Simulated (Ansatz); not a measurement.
Consider Bi2Se3.

Input

```
crystal:
  lattice:
    - [2.0714992968, 1.1959806766, 9.54533]
    - [-2.0714992968, 1.1959806766, 9.54533]
    - [0.0, -2.3919613533, 9.54533]
  atoms:
    - { symbol: Bi, position: [0.4781449029, 0.3518675104, 0.3518675104] }
    - { symbol: Bi, position: [0.5992, 0.5992, 0.5992] }
    - { symbol: Se, position: [0.0, 0.0, 0.0] }
    - { symbol: Se, position: [0.2117, 0.2117, 0.2117] }
    - { symbol: Se, position: [0.7883, 0.7883, 0.7883] }
basis:
  ecutwfc: 420
kpoints:
  mp_grid: { grid: [12, 12, 12] }
hamiltonian:
  xc: pbe
scf:
  occupations: { method: gaussian, width: 0.03 }
output:
  forces: true
  stress: true
  eigenvalues: true
  write_density: true
  write_potential: true
  elf: true
  volumetric_format: npy
```

Launched as:

```sh
ansatz run input.yaml --threads 2 --pin off --max-ram 5120MiB --backend cpu --events-out ev --progress --plain --runs-dir out
```

Below, planes, directions and counts refer to the conventional cell (a = 7.18 Å, b = 4.14 Å, c = 9.84 Å, α = 90.00°, β = 104.07°, γ = 90.00°).

Space group Cm; changed on purpose from its base cell (atom 1 (Bi) moved -0.360 A towards its neighbour atom 5 (Se) at 2.851 A); not relaxed (largest force 1.9 eV/Å); computed pressure about 3 GPa in this cell.

The calculation used DFT PBE, scalar-relativistic, plane waves, PAW (Ansatz 0.2.0).

What can the converged valence pseudo-density and electron localisation function tell about the bonding?

Bi–Se (2.72 Å): ρ is about 0.4 e/Å³ halfway; the ELF is about 0.40 at the midpoint.
Bi–Se (3.07 Å): the density is about 0.21 e/Å³ at the midpoint; the ELF is about 0.30 at the midpoint.

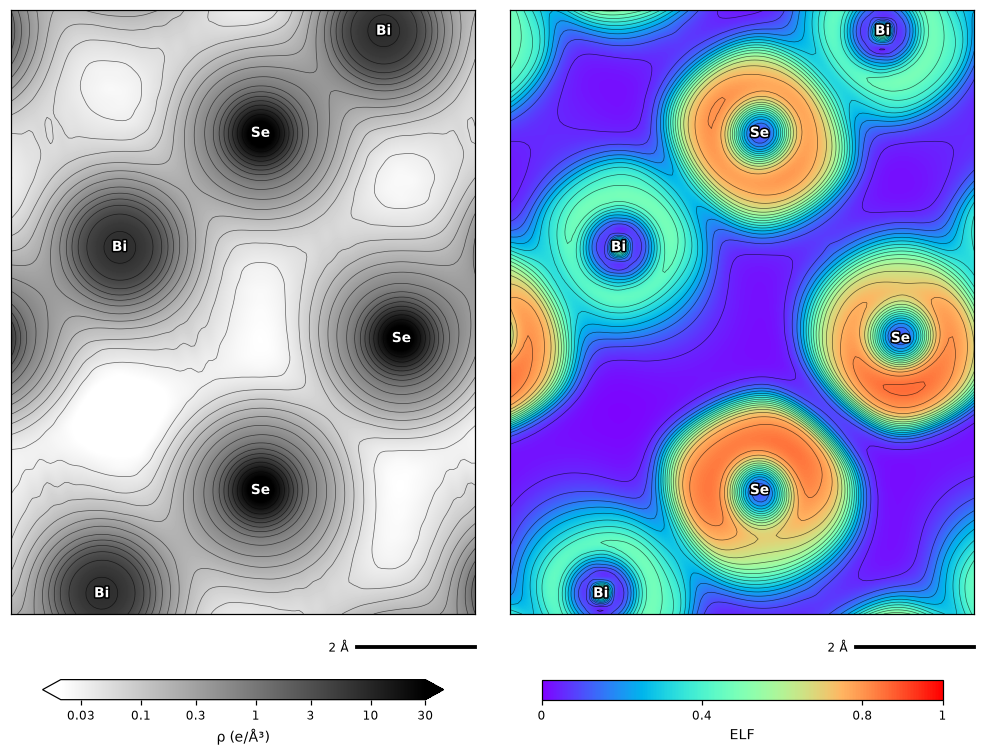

Computed valence pseudo-density and electron localisation function on the (010) plane of the conventional cell, in this order. 

Core electrons are frozen (PAW), and the valence fields are smoothed inside the atomic spheres.
